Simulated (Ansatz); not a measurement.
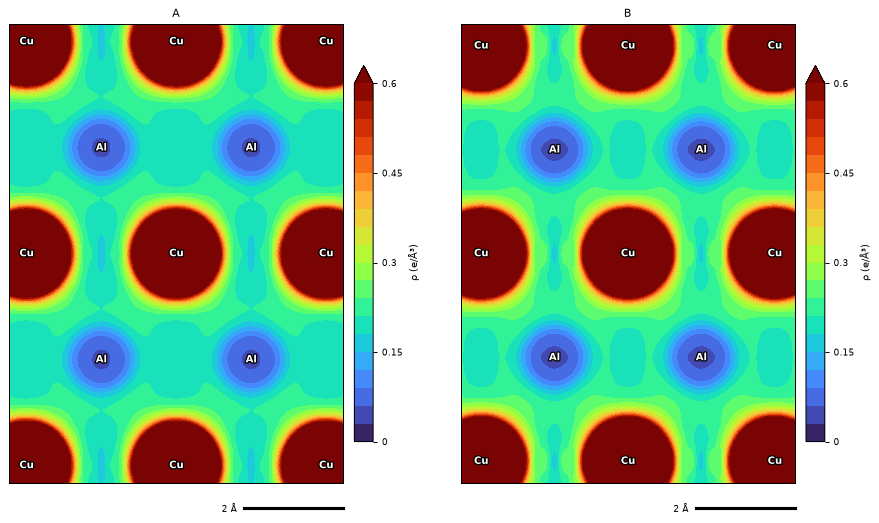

AlCu. The valence charge density (pseudo) of two cells that differ in size, on the (11̄0) plane of each (indices in the axes of the calculation cell), at one length scale and on one colour scale; one has 12.9 and the other 13.7 Å³ an atom.

Theory: Kohn-Sham DFT of a periodic cell, HSE06, Ansatz PAW (Ansatz 0.2.0).

### Which panel shows the smaller cell, and what does the compression change?

Panel B is the smaller cell, by 6 % in volume. From the larger cell to the smaller, Al–Cu goes from 2.61 to 2.56 Å, and the density at its midpoint from 0.24 to 0.26 e/Å³; the pressure goes from −2.1 to 3.5 GPa.
